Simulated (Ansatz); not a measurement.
# Geometry relaxation, with input and output: WSi6 (part 1 of 5)

WSi6 (slab, 7 atoms in the cell), computed with DFT PBEsol, scalar-relativistic, plane waves, PAW, spin-polarised (Ansatz 0.2.0).

The structure derives from a Materials Project entry. The input holds or restrains some coordinates. Forces given for the steps count only the free coordinates. It belongs to a series of runs on one base structure; here: W put at a hollow Si-Si site. Figures and captions count atoms from 1; the log counts them from 0 in places.

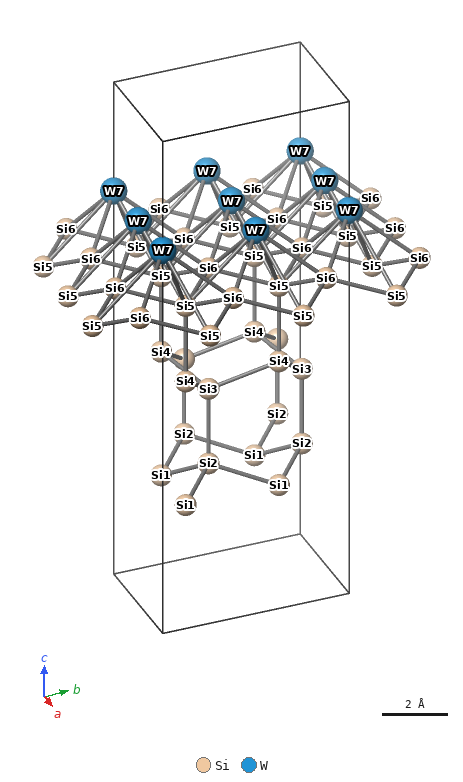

*The input geometry (ball-and-stick view of the 2 × 2 repeat of the cell, with the vacuum cut short, seen slightly off an axis; bonded neighbours outside the cell are drawn too; atoms are numbered from 1 in the order of the input). An atom can appear more than once, as a periodic image.*

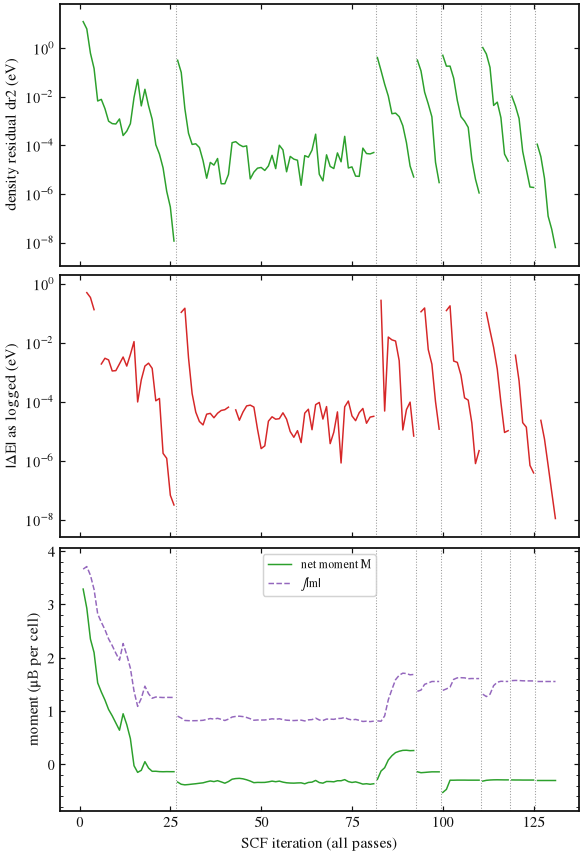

*Convergence of the self-consistent field: density residual dr2, size of the energy change and magnetic moment against the SCF iteration. The dotted lines part the SCF passes of the relaxation: geometry steps, rejected trials and re-solves on a re-selected basis.*

The 8 passes take 6 to 55 iterations each, 131 in all. The net moment goes from 3.3 to −0.3 μB per cell.

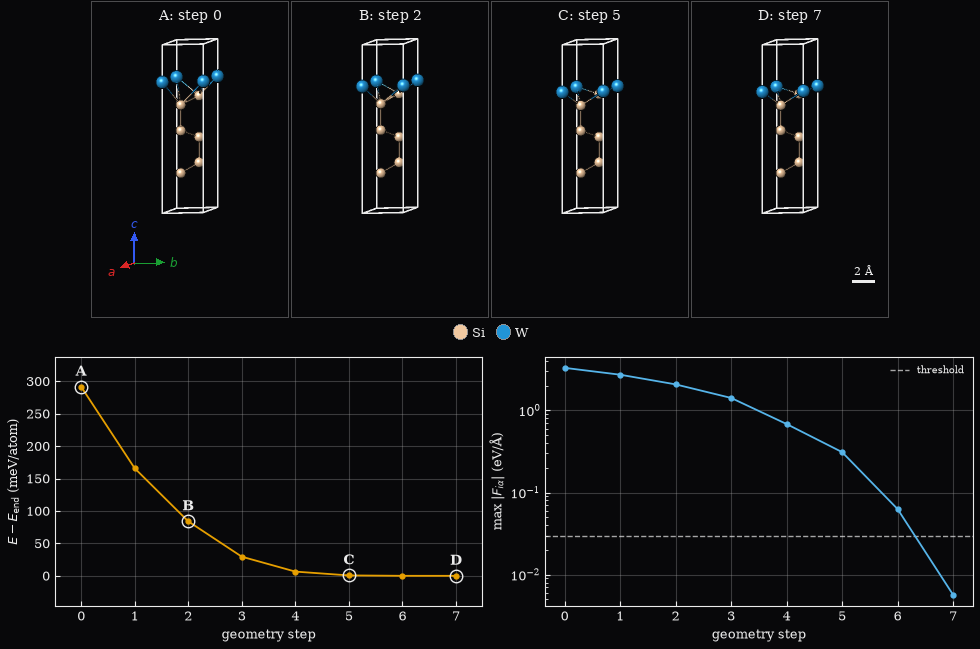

*Frames of the restrained relaxation (ball-and-stick view of the cell of the calculation, with the vacuum cut short, seen slightly off an axis) above the curves, on which the letters mark them (the first geometry is step 0 here and step 1 in the log).*

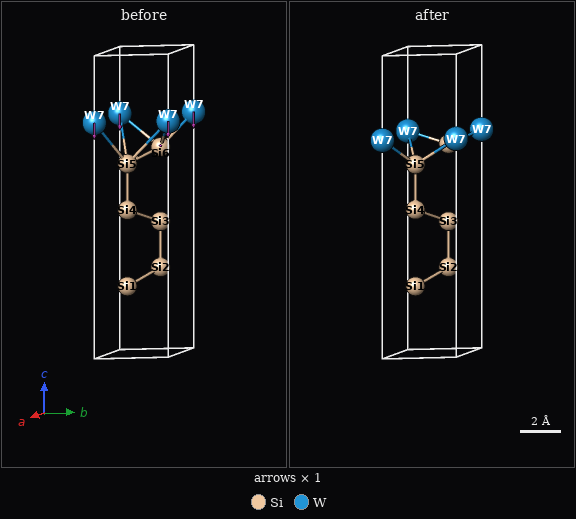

*Before (left) and after (right) the restrained relaxation, at one scale (ball-and-stick view of the cell of the calculation, with the vacuum cut short, seen slightly off an axis). The pink arrows give the displacements, at true length.*

After 7 geometry steps the energy has fallen by 292 meV per atom. Largest force component: 3.3 eV/Å at the start, 0.0057 eV/Å at the end. The largest move is that of W7, 0.90 Å. Largest moves by element: W 0.90 Å, Si 0.16 Å. The cell stays as it was. Distances before and after: Si5–W7 3.182 → 2.630 Å, Si6–W7 2.739 → 2.279 Å, Si5–Si6 2.308 → 2.372 Å, Si4–Si5 2.393 → 2.336 Å. Among the angles that change: Si5–W7–Si6 97.7° → 132.8°, W7–Si6–W7 88.6° → 114.1°, Si6–W7–Si6 88.6° → 114.1°. (Atoms are counted from 1 in the order of the input.)

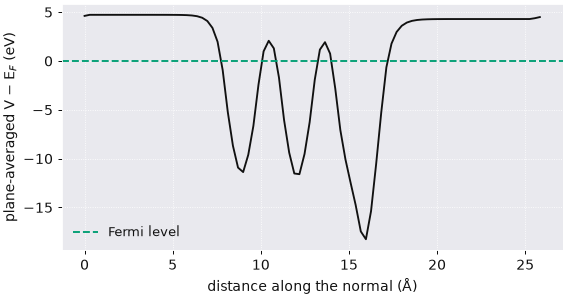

*Plane average of the electrostatic potential energy of an electron across the cell, from the Fermi level.*

The vacuum level lies 4.30 eV above the Fermi level on the upper side and 4.73 eV on the lower.

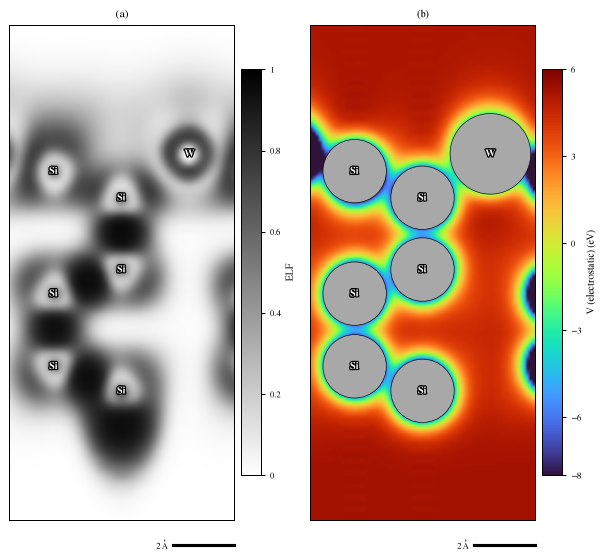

*(a) electron localisation function; (b) electrostatic potential energy of an electron on the (110) plane of the calculation cell, a cut from vacuum to vacuum. Grey discs, where drawn, cover atomic cores.*

Si–Si (2.34 Å): the ELF peaks at about 0.95 between the atoms, which marks a covalent bond. Si–W (2.63 Å): the ELF is about 0.45 at the midpoint. The strong features right at W lie inside the PAW spheres (semicore, d or f shells) and say nothing about bonding. Core electrons are frozen (PAW), so the fields are smoothed inside the atomic spheres.

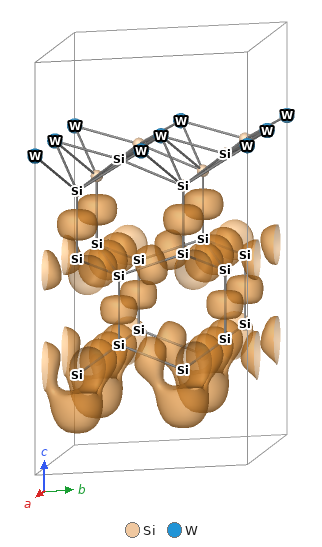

*Isosurface of the ELF at 0.8 (orange), seen slightly off an axis. Only the valence region is drawn (cores and ρ < 0.01 e/Å³ removed). Sticks mark near contacts.*

Values along the shortest contacts: Si–W (2.28 Å): the ELF is about 0.50 at the midpoint. Si–Si (2.34 Å): the ELF peaks at about 0.95 between the atoms (a shared electron pair).

The input that produced these results follows, with the program's output.

### Input
```yaml
crystal:
  lattice:
    - [3.824888353, 0.0, 0.0]
    - [-1.9124441765, 3.3124504803, 0.0]
    - [0.0, 0.0, 26.1211317404]
  atoms:
    - { symbol: Si, position: [0.6666666667, 0.3333333333, 0.3254070339] }
    - { symbol: Si, position: [0.3333333333, 0.6666666667, 0.3559122529] }
    - { symbol: Si, position: [0.3333333333, 0.6666666667, 0.44646421] }
    - { symbol: Si, position: [0.6666666667, 0.3333333333, 0.4756407795] }
    - { symbol: Si, position: [0.6666666667, 0.3333333333, 0.5672640833] }
    - { symbol: Si, position: [0.3333333333, 0.6666666667, 0.5929366605] }
    - { symbol: W, position: [0.0, 0.0, 0.6549554129], spin: 4.0 }
basis:
  ecutwfc: 420
kpoints:
  mp_grid: { grid: [9, 9, 1] }
hamiltonian:
  xc: pbesol
scf:
  occupations: { method: gaussian, width: 0.05 }
output:
  forces: true
  eigenvalues: true
  populations: true
  write_density: true
  write_potential: true
  elf: true
  volumetric_format: npy
magnetization:
  spin_polarized: true
relax:
  adjacent_minimum: "off"
  f_tol: 0.03
  max_steps: 70
  constraints: [{ sites: [0, 1, 2] }]
efield:
  axis: 3
  dipole_correction: true
  ramp_width: 0.04
```

Command:
```bash
ansatz run input.yaml --threads 1 --pin off --max-ram 2560MiB --backend cpu --events-out ev --progress --plain --runs-dir out
```

### Log
```
Engine: ansatz 0.2.0, x86_64-unknown-linux-gnu
Pseudopotentials: kind: paw
Pseudopotential: Si, paw, valence charge 4, recommended cutoff 420 eV (normal), Si.paw.azcp
Pseudopotential: W, paw, valence charge 14, recommended cutoff 420 eV (normal), W.paw.azcp
Functional definition: PBEsol
  exchange = pbesol_x
  correlation = pbesol_c
Crystal: 7 atoms, lattice volume = 330.948 Å³
Basis set: ecut = 420 eV, 6459 PW (Γ), exchange–correlation on 54×54×360 points (8 copies of the dense FFT grid, shifted against one another)
Bands: 28, of which v1, the nominal top of the filled ones, is band 19 counted from 1 (18 counted from 0)
Symmetry: 6 space group operations
k-points: 12 of 81 (time reversal used)
Non-local potential: Si, projectors of the file, l = 0: 2, l = 1: 2, l = 2: 2
Non-local potential: W, projectors of the file, l = 0: 3, l = 1: 2, l = 2: 2, l = 3: 1
PAW form: soft (Blöchl's): semilocal exchange-correlation on the pseudo side does not see the compensation charge
PAW frozen core: Si, regenerated for the run's functional, and the local potential with it (the file was generated under x = pbe(κ = 0.804, μ = 0.2195149727645171), c = pbe(β = 0.06672455060314922))
PAW frozen core: W, regenerated for the run's functional, and the local potential with it (the file was generated under x = pbe(κ = 0.804, μ = 0.2195149727645171), c = pbe(β = 0.06672455060314922))
PAW one-centre angular grid: Si, 110 points (default); XC on 64 Gauss nodes
PAW one-centre angular grid: W, 590 points (default); XC on 64 Gauss nodes
Initial density: superposition of atomic densities (neutral atoms: chi_scale 0, normalization atom)
Starting moments: Σ|m| = 4 μB on 1 of 7 sites
Initial wavefunctions: pseudopotential atomic-orbital guess
Functional: x = pbesol(κ = 0.804, μ = 0.12345679012345678), c = pbesol(β = 0.046)
```
